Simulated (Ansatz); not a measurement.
# Single-point calculation of Ta (part 1 of 2)

- system: Ta (slab, 27 atoms in the cell)
- method: DFT PBE+D3(BJ), scalar-relativistic, plane waves, PAW, no spin polarisation (Ansatz 0.2.0)

The structure derives from an entry of the Crystallography Open Database. It belongs to a series of runs on one base structure; here: the slab at its places in the relaxed adsorbed structure. Figures and captions count atoms from 1; the log counts them from 0 in places.

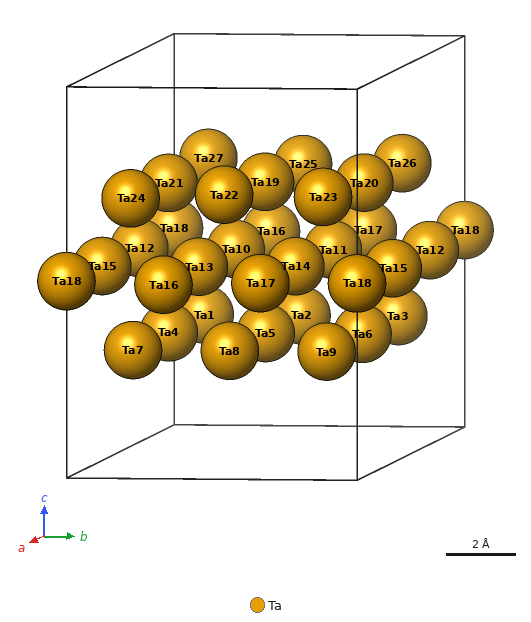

**Figure 1.** The structure as given in the input (spheres-only view of the cell of the calculation, with the vacuum cut short, seen slightly off an axis; atoms are numbered from 1 in the order of the input). An atom can appear more than once, as a periodic image.

## Input
```yaml
crystal:
  lattice:
    - [8.5345418624, 0.0, 0.0]
    - [-2.8448472875, 8.0464432336, 0.0]
    - [0.0, 0.0, 26.1073161669]
  atoms:
    - { symbol: Ta, position: [0.1666666667, 0.1666666667, 0.3064275144] }
    - { symbol: Ta, position: [0.1666666667, 0.5, 0.3064275144] }
    - { symbol: Ta, position: [0.1666666667, 0.8333333333, 0.3064275144] }
    - { symbol: Ta, position: [0.5, 0.1666666667, 0.3064275144] }
    - { symbol: Ta, position: [0.5, 0.5, 0.3064275144] }
    - { symbol: Ta, position: [0.5, 0.8333333333, 0.3064275144] }
    - { symbol: Ta, position: [0.8333333333, 0.1666666667, 0.3064275144] }
    - { symbol: Ta, position: [0.8333333333, 0.5, 0.3064275144] }
    - { symbol: Ta, position: [0.8333333333, 0.8333333333, 0.3064275144] }
    - { symbol: Ta, position: [0.3343694003, 0.3352178072, 0.3922581052] }
    - { symbol: Ta, position: [0.3331717289, 0.6694387875, 0.3922699726] }
    - { symbol: Ta, position: [0.3318761057, 0.0028208612, 0.3925190591] }
    - { symbol: Ta, position: [0.6659470015, 0.3313424877, 0.3922657171] }
    - { symbol: Ta, position: [0.6667928858, 0.663948115, 0.3936984403] }
    - { symbol: Ta, position: [0.6650817953, -0.0015343718, 0.3921017028] }
    - { symbol: Ta, position: [4.20822e-05, 0.3331784519, 0.3920555864] }
    - { symbol: Ta, position: [-3.6083e-06, 0.6667648936, 0.3946294159] }
    - { symbol: Ta, position: [-0.0001896904, -0.0008235787, 0.3952155067] }
    - { symbol: Ta, position: [0.5047720193, 0.4995676569, 0.4801686334] }
    - { symbol: Ta, position: [0.4944357859, 0.8369614745, 0.4794506757] }
    - { symbol: Ta, position: [0.4974522804, 0.1651736953, 0.4775970319] }
    - { symbol: Ta, position: [0.8299819456, 0.4788873266, 0.485233407] }
    - { symbol: Ta, position: [0.8256161948, 0.8177539653, 0.4832148522] }
    - { symbol: Ta, position: [0.830609404, 0.1572636732, 0.4802207024] }
    - { symbol: Ta, position: [0.1702676017, 0.5064745263, 0.4800948419] }
    - { symbol: Ta, position: [0.1726318419, 0.8489310695, 0.4821162173] }
    - { symbol: Ta, position: [0.1786832704, 0.1839805047, 0.4868886509] }
basis:
  ecutwfc: 420
kpoints:
  mp_grid: { grid: [3, 3, 1] }
hamiltonian:
  xc: pbe
  dispersion: d3bj
scf:
  occupations: { method: gaussian, width: 0.1 }
output:
  forces: true
  eigenvalues: true
  write_density: true
  volumetric_format: npy
efield:
  axis: 3
  dipole_correction: true
  ramp_width: 0.04
```

Launched with:
```bash
ansatz run input.yaml --threads 8 --pin off --max-ram 20480MiB --backend cpu --events-out ev --progress --plain --runs-dir out
```

## Log
```
Engine: ansatz 0.2.0, x86_64-unknown-linux-gnu
Pseudopotentials: kind: paw
Pseudopotential: Ta, paw, valence charge 13, recommended cutoff 420 eV (normal), Ta.paw.azcp
Functional definition: PBE
  parameter kappa = 0.804
  parameter beta = 0.06672455060314922
  exchange = pbe_x(kappa = kappa, mu = beta*pi^2/3)
  correlation = pbe_c(beta = beta)
Crystal: 27 atoms, lattice volume = 1792.860 Å³
Basis set: ecut = 420 eV, 35113 PW (Γ), exchange–correlation on 120×120×360 points (8 copies of the dense FFT grid, shifted against one another)
Bands: 211, of which v1, the nominal top of the filled ones, is band 176 counted from 1 (175 counted from 0)
Symmetry: 1 space group operations
Space group: P1 (ITA 1), of the structure as read, at distance tolerance 1.2e-4 Å
k-points: 5 of 9 (time reversal used)
Non-local potential: Ta, projectors of the file, l = 0: 3, l = 1: 2, l = 2: 2, l = 3: 1
PAW form: soft (Blöchl's): semilocal exchange-correlation on the pseudo side does not see the compensation charge
PAW one-centre angular grid: Ta, 590 points (default); XC on 64 Gauss nodes
Initial density: superposition of atomic densities (neutral atoms: chi_scale 0, normalization atom), corrected by the library's trained network
Initial wavefunctions: pseudopotential atomic-orbital guess
Functional: x = pbe(κ = 0.804, μ = 0.2195149727645171), c = pbe(β = 0.06672455060314922)
SCF iter   1: F=—  HF=-268161.547193 eV  |F-HF|=—  |Δ(HF+E_count)|=         —  Δρ=3.18e-3  dr2=5.73e-1  ethr=1.77e-3  p=0.001 e·Å  D=5.87e-5 V/Å  ΔV_dip=-0.00 eV  dr2_dipole=1.44e-4  V_vac-E_F(+/−)=4.82/4.82 eV  ⟨swp⟩=13.8  Hψ=5637  notcnv=0
efield: sawtooth ramp at fractional position 0.8767 (placed from the atoms, in the widest stretch of the axis that holds none; the zero of the levels goes with the place), width 0.0400; the density the first Hamiltonian is built on has a dipole p = 0.001 e·Å; the dipole correction subtracts the counter field D = 5.87e-5 V/Å, which shifts the + side's vacuum level by -0.00 eV against the − side's; the planar-averaged density in the ramp window peaks in size at 2.3e-6 e/Å³
preconditioner: auto → LDOS  [metal: Δε(μ)=0.011 eV  Ē_g=3.527 eV  σ=0.100 eV  W_gap=0.06  n_scr=274 (ndim 8)  ℏωp=10.2 eV  f_vac=0.647  D(μ)=39.83/eV (n_scr^D=246)  β→1.0]
SCF iter   2: F=—  HF=-268161.514910 eV  |F-HF|=—  |Δ(HF+E_count)|=   3.23e-2  Δρ=1.11e-3  dr2=4.04e-2  ethr=1.63e-4  p=-0.010 e·Å  D=-1.04e-3 V/Å  ΔV_dip=0.03 eV  dr2_dipole=3.04e-4  V_vac-E_F(+/−)=4.79/4.77 eV  ⟨swp⟩=2.0  Hψ=1487  notcnv=0  defer=40
SCF iter   3: F=—  HF=-268161.518490 eV  |F-HF|=—  |Δ(HF+E_count)|=   3.58e-3  Δρ=3.08e-4  dr2=3.61e-3  ethr=1.15e-5  p=-0.011 e·Å  D=-1.09e-3 V/Å  ΔV_dip=0.03 eV  dr2_dipole=8.54e-5  V_vac-E_F(+/−)=4.82/4.79 eV  ⟨swp⟩=2.2  Hψ=1447  notcnv=0  defer=40
SCF iter   4: F=—  HF=-268161.519131 eV  |F-HF|=—  |Δ(HF+E_count)|=   6.42e-4  Δρ=1.41e-4  dr2=7.07e-4  ethr=1.03e-6  p=-0.011 e·Å  D=-1.15e-3 V/Å  ΔV_dip=0.03 eV  dr2_dipole=2.14e-6  V_vac-E_F(+/−)=4.82/4.79 eV  ⟨swp⟩=3.6  Hψ=2059  notcnv=0  defer=40
SCF iter   5: F=—  HF=-268161.519107 eV  |F-HF|=—  |Δ(HF+E_count)|=   2.48e-5  Δρ=3.73e-5  dr2=2.39e-5  ethr=2.01e-7  p=-0.012 e·Å  D=-1.16e-3 V/Å  ΔV_dip=0.03 eV  dr2_dipole=1.98e-7  V_vac-E_F(+/−)=4.83/4.79 eV  ⟨swp⟩=2.0  Hψ=1543  notcnv=0  defer=40
SCF iter   6: F=—  HF=-268161.519800 eV  |F-HF|=—  |Δ(HF+E_count)|=   6.93e-4  Δρ=1.44e-5  dr2=5.89e-6  ethr=6.80e-9  p=-0.011 e·Å  D=-1.15e-3 V/Å  ΔV_dip=0.03 eV  dr2_dipole=3.40e-8  V_vac-E_F(+/−)=4.83/4.80 eV  ⟨swp⟩=2.4  Hψ=1762  notcnv=0  defer=40
SCF iter   7: F=—  HF=-268161.519802 eV  |F-HF|=—  |Δ(HF+E_count)|=   2.23e-6  Δρ=4.36e-6  dr2=5.41e-7  ethr=1.68e-9  p=-0.011 e·Å  D=-1.15e-3 V/Å  ΔV_dip=0.03 eV  dr2_dipole=1.01e-8  V_vac-E_F(+/−)=4.83/4.80 eV  ⟨swp⟩=2.6  Hψ=2051  notcnv=0  defer=40
SCF iter   8: F=-268161.519803 eV  HF=-268161.519803 eV  |F-HF|=1.40e-7  |Δ(HF+E_count)|=   5.84e-7  Δρ=1.26e-6  dr2=3.10e-8  ethr=2.85e-11  p=-0.011 e·Å  D=-1.14e-3 V/Å  ΔV_dip=0.03 eV  dr2_dipole=7.72e-10  V_vac-E_F(+/−)=4.83/4.80 eV  ⟨swp⟩=28.4  Hψ=5832  notcnv=0
SCF 1 converged in 8 iterations: F = -268161.519803 eV  dr2 = 3.10e-8
  greatest PAW one-centre occupation: 1.000 electrons in one spin orbital (limit 2), on the Ta atom at site 20 (counted from 0), in its partial waves of l = 0
```

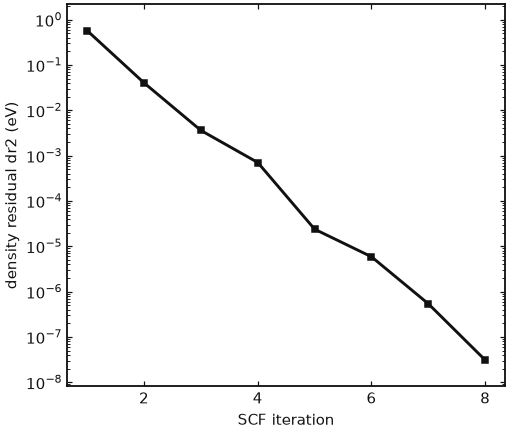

**Figure 2.** Convergence of the self-consistent field: density residual dr2 against the SCF iteration. The residual falls at every step.

```
SCF converged after 8 iterations
Free energy (F): -268161.519803 eV
Harris-Foulkes:  -268161.519803 eV  (|F-HF|=1.40e-7)
Internal energy: -268161.318032 eV  (E = F + TS)
E sigma→0 (E₀):  -268161.418917 eV
Entropy (-TS):   -0.201771 eV (-7.473 meV/atom)
Fermi energy:    1.728877 eV
Dipole field:    D = -0.001131 V/Å  (p = -0.011206 e·Å, saw-weighted, corrected)
Work function:   Φ+ = 4.8263 eV   Φ− = 4.7968 eV
Levels:          The Fermi level and band energies are counted from a zero that moves with the ramp; work functions are not
--- Per-component energies (eV) ---
  E_band       = -8794.287903
  E_kinetic    = 9844.537946
  E_local      = -407143.868616  (includes V_loc(G=0)·N_el)
  E_nonlocal   = 408.977760
  E_hartree    = 198307.150466
  E_xc         = -5871.468736
  E_vxc        = -5473.286037  (∫ρ·V_xc dr)
  E_paw        = -226706.461753  (= ΣΔE_a)
  E_vpaw       = -3044.954083  (= ΣTr[D̂ρ^β])
  E_aug_tail   = 0.004038  (compensation charges beyond the density's cutoff)
  E_efield     = 0.000006  (sawtooth field / dipole correction)
  E_vefield    = -0.030667  (∫n·V_field dr)
  E_ewald      = 163011.309503
  E_disp       = -11.498647  (pairwise vdW)
  E_smearing   = -0.201771  (= −TS)
  E_closure    = -0.000000  (closes the sum)
  Σ components = -268161.519803   (vs F -268161.519803, Δ=0.00e0)
--- Forces (eV/Å), atoms counted from 1 ---
  atom   1  Ta    -0.10402768    -0.09010986    -0.03003644
  atom   2  Ta    -0.06827987     0.02384588    -0.08428345
  atom   3  Ta    -0.10850741     0.02631206     0.05873852
  atom   4  Ta    -0.04767621    -0.03509518    -0.16192045
  atom   5  Ta     0.05982573     0.07853097    -0.07630623
  atom   6  Ta     0.01241069     0.00398216    -0.32166976
  atom   7  Ta     0.08642649    -0.02793984    -0.12748978
  atom   8  Ta     0.05617120     0.09935002    -0.03835665
  atom   9  Ta     0.04728255    -0.05160088     0.16106881
  atom  10  Ta    -0.11508594    -0.02545221     0.44934107
  atom  11  Ta     0.03639060    -0.20492066     0.30208584
  atom  12  Ta     0.06945148    -0.21095668    -0.02635447
  atom  13  Ta     0.15968698     0.14022540     0.26293820
  atom  14  Ta    -0.03345278     0.18955232    -0.04396443
  atom  15  Ta     0.09397123     0.04333692     0.32945084
  atom  16  Ta     0.00836330    -0.00977983     0.61532465
  atom  17  Ta    -0.01678376    -0.11513212     0.25107132
  atom  18  Ta    -0.04859139     0.11742297     0.18831210
  atom  19  Ta    -0.18094145     0.10177510     0.04739035
  atom  20  Ta     0.31673347    -0.26551899     0.24778051
  atom  21  Ta     0.15023584     0.11328884     0.65428765
  atom  22  Ta    -0.09256750     0.52764324    -0.78589742
  atom  23  Ta     0.02237629     0.10031989    -0.48542978
  atom  24  Ta     0.37619017     0.07850219    -0.04401061
  atom  25  Ta    -0.21436248    -0.03667539     0.00421398
  atom  26  Ta    -0.19677400    -0.31476982    -0.24535058
  atom  27  Ta    -0.26846624    -0.25613708    -1.10085318
  max |Σ_I F_I| component: 8.06e-5 eV/Å
--- Band table (eV; the first three rows and the last of 5) ---
  k-point 0: bands = ["-65.8160", "-65.7974", "-65.7613", "-65.7242", "-65.7180", "-65.7028", "-65.6877", "-65.6853", "-65.6821", "-65.6694", "-65.6619", "-65.6504", "-65.6396", "-65.6284", "-65.6257", "-65.6190", "-65.5907", "-65.5481", "-65.5123", "-65.4649", "-65.3851", "-65.3503", "-65.3475", "-65.3216", "-65.3177", "-65.3002", "-65.2749", "-32.7156", "-32.6429", "-32.6410", "-32.6159", "-32.6057", "-32.5636", "-32.5568", "-32.5497", "-32.5446", "-32.5428", "-32.5331", "-32.5282", "-32.5164",
      "-32.5068", "-32.4987", "-32.4920", "-32.4890", "-32.4806", "-32.4751", "-32.4728", "-32.4538", "-32.4452", "-32.4372", "-32.4332", "-32.4272", "-32.4150", "-32.4070", "-32.3990", "-32.3715", "-32.3610", "-32.3522", "-32.3452", "-32.3392", "-32.3335", "-32.3031", "-32.2990", "-32.2655", "-32.2553", "-32.2511", "-32.2381", "-32.2048", "-32.1898", "-32.1805", "-32.1679", "-32.1445", "-32.1298", "-32.0501", "-32.0152", "-31.9851", "-31.9517", "-31.9349", "-31.9048", "-31.8942",
      "-31.8802", "-31.8661", "-31.8607", "-31.8566", "-31.8282", "-31.8153", "-31.8076", "-31.7951", "-31.7781", "-31.7733", "-31.7714", "-31.7572", "-31.7458", "-31.6844", "-31.6773", "-31.6595", "-31.6440", "-31.6348", "-31.6337", "-31.6224", "-31.6087", "-31.5876", "-31.5451", "-31.4907", "-31.4852", "-31.4730", "-31.4637", "-31.4391", "-5.6693", "-3.9834", "-3.0888", "-3.0832", "-3.0642", "-3.0491", "-2.9453", "-2.5218", "-2.4992", "-2.2481", "-2.2263", "-2.2171",
      "-2.1899", "-1.4414", "-1.4245", "-1.3621", "-1.3138", "-1.2834", "-1.2694", "-1.2559", "-1.1964", "-1.0295", "-0.9890", "-0.7712", "-0.7622", "-0.6769", "-0.6520", "-0.3947", "-0.3761", "-0.2972", "-0.2527", "0.0755", "0.1016", "0.1518", "0.2490", "0.2717", "0.2752", "0.3021", "0.3247", "0.3381", "0.4191", "0.4497", "0.4731", "0.5483", "0.5720", "0.6110", "0.7146", "0.7306", "0.7535", "0.7986", "0.9272", "0.9450",
      "0.9867", "1.0083", "1.0193", "1.0522", "1.0781", "1.1589", "1.2720", "1.2912", "1.4087", "1.4354", "1.4693", "1.4966", "1.5033", "1.6086", "1.6478", "1.6700", "1.6819", "1.7407", "1.8257", "1.9310", "2.1584", "2.1746", "2.1960", "2.2224", "2.2602", "2.3895", "2.4171", "2.4827", "2.5971", "2.8288", "2.9092", "3.2081", "3.2462", "3.4900", "3.5563", "4.0312", "4.1286", "4.2075", "4.2796", "4.2991",
      "4.3804", "4.3956", "4.4114", "4.4154", "4.4434", "4.4647", "4.5251", "4.6946", "4.7669", "4.7941", "4.8301"]
```
